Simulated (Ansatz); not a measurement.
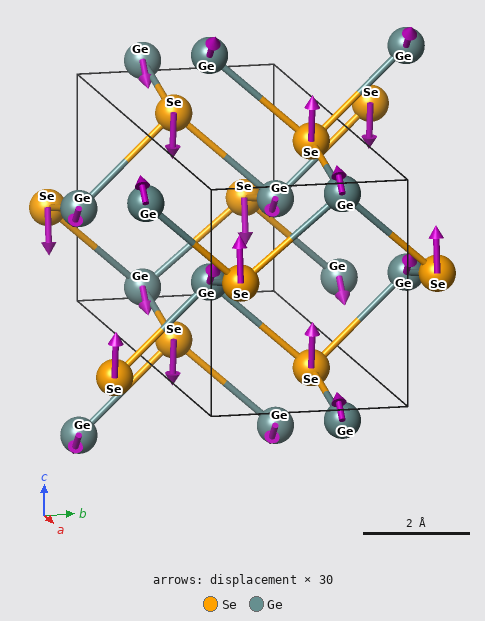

A relaxation of crystalline GeSe (set up in Pnma). The starting structure is drawn; purple arrows show the displacements, 30 times their true length.

A ball-and-stick model of the cell of the calculation, seen slightly off an axis.

The start is a measured structure.

Method: DFT, PAW plane waves, r2SCAN (Ansatz 0.2.0). Set-up: plane-wave cutoff 500 eV; k-point mesh 2 × 6 × 6; occupations fermi dirac; smearing width 0.1 eV; no spin polarisation; atoms relaxed in a fixed cell; force threshold 0.03 eV/Å; at most 40 steps.

Q: Atoms of which element are displaced furthest, and by how much?

A: Selenium: up to 0.031 Å, against 0.022 Å for germanium.

Q: What did the optimiser do to the structure, and how much energy did it gain?

A: The largest moves, 0.031 Å, are those of Se atoms. By element the largest moves are Se 0.031 Å, Ge 0.022 Å. The cell doesn't change. Near-neighbour distances that change, for instance: Ge–Se 2.561 → 2.546 Å, Ge–Se 2.570 → 2.559 Å. The space group stays Pnma (No. 62). After 3 geometry steps the energy has fallen by 8.2 meV per cell of the calculation. The largest force component goes from 0.11 to 0.015 eV/Å. Cost: 2.8 min on 2 threads of Arm Neoverse V2, with other jobs on the host, peak memory 1.2 GiB.
